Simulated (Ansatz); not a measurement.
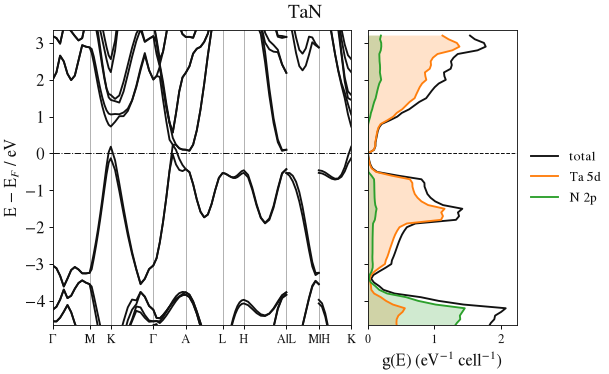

Write a caption that states what the plot shows.

Band structure and density of states of TaN, space group P-6m2 (No. 187), 2 atoms in the cell. Ansatz; DFT PBE, spin-orbit coupling, plane waves, PAW, 21×21×20 k mesh, 420 eV cutoff, Gaussian smearing of 0.1 eV. Energies are counted from the Fermi level. The partial curves are projected on Löwdin-orthogonalised atomic shells.

A metal: bands cross the Fermi level along this path. At K the nearest levels lie 0.13 eV below and 0.18 eV above the Fermi level. The density of states at the Fermi level isn't well fixed here: it changes fast, and within 0.3 eV it runs from 0.006 to 0.12 per eV and cell.
